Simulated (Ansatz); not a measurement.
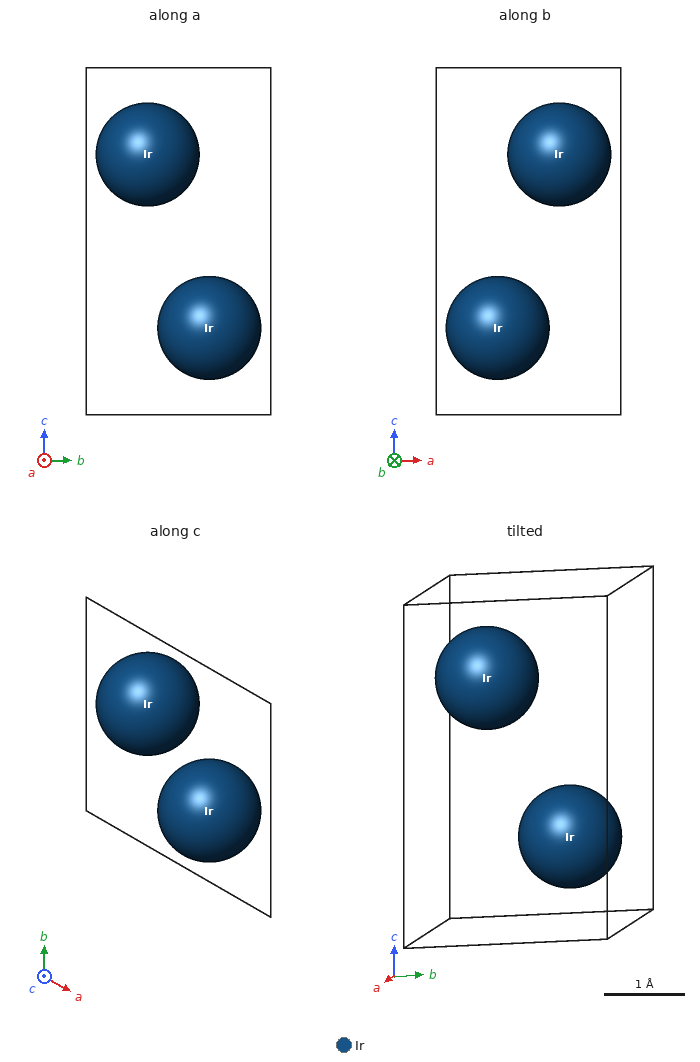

This spheres-only model is shown along the a axis, along the b axis, along the c axis and slightly off an axis. The box is the conventional unit cell; atoms on or close to its faces, edges and corners are drawn wherever they repeat.

Lattice parameters: a = 2.690 Å, b = 2.690 Å, c = 4.371 Å, α = 90.00°, β = 90.00°, γ = 120.00°. Put a along x and b in the xy plane.

Set out the cell and atoms as a POSCAR file.

Answer.
```
Ir
1.0
     2.690    0.000    0.000
    -1.345    2.330    0.000
     0.000    0.000    4.371
Ir
2
Direct
  0.3333 0.6667 0.2500
  0.6667 0.3333 0.7500
```

Origin of the cell: a structure type filled with this element by a generator (whether the element takes this form wasn't checked). Earlier steps of the study may have refined or changed the cell and positions. It was run through Ansatz as a DFT input.

At this level of theory the cell isn't at rest (compressed, at 17 GPa), so its distances can differ from those at equilibrium, the more so the softer the solid.
